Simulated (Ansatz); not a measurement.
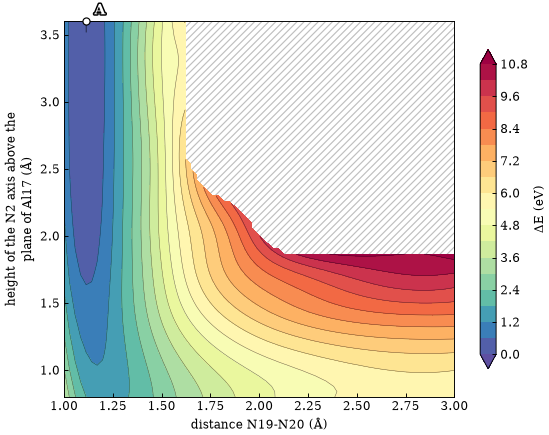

N₂ on an Al(101) slab cut from the P6_3/mmc phase, its upper half relaxed before the scan (18 atoms of substrate and one adsorbate in a 2 × 1 cell). N2 lies flat over one site of a rigid substrate while its bond length and height are varied; it sits over a bridge site, heights counted from the top plane, its axis along the first surface vector. First axis: distance N19-N20. Second axis: height of the N2 axis above the plane of Al17. The grid has 8 × 8 points. At 15 points there is no value (left out: too close to the surface, or the stretched molecule far from it). Points are written as (first, second). Energies are in eV, from the lowest grid point. The calculation used DFT PBE, scalar-relativistic, plane waves, PAW in Ansatz. Settings: cutoff 420 eV, k-mesh 5×3×1, gaussian smearing 0.1 eV, no spin polarisation.

Drawn: filled contours, one colour for all values above the top of the scale, hatched blanks where no value was computed, the point A. Between grid points the surface is interpolated.

Find the lowest path from A to the other arm of the map, and its barrier.

The easiest path runs from the intact molecule far from the surface, (1.100 Å, 3.60 Å), to the stretched end of the scan, (3.000 Å, 0.80 Å). Its highest point, at about (2.81 Å, 0.80 Å), lies about 5.7 eV above the start and 0.022 eV above the end on the interpolated surface. An end on the edge of the scan is no minimum, so the barrier from there is a lower bound.

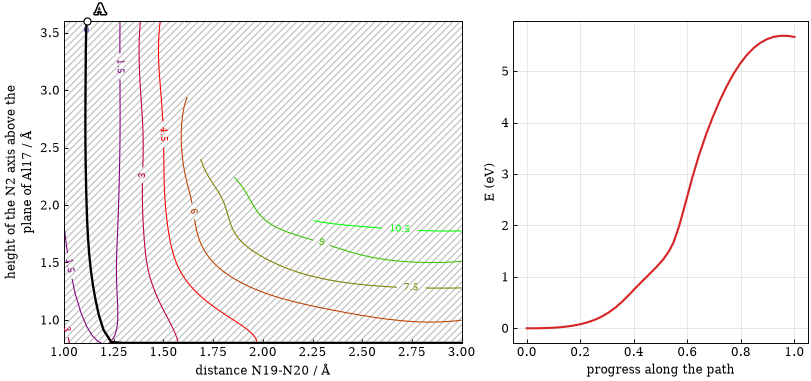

The picture shows contour lines labelled in eV (none above 10.5), a line along the lowest path, hatched blanks where no value was computed, the energy along the path at the right. Between grid points the surface is interpolated.

PAW datasets: the set soft_1.
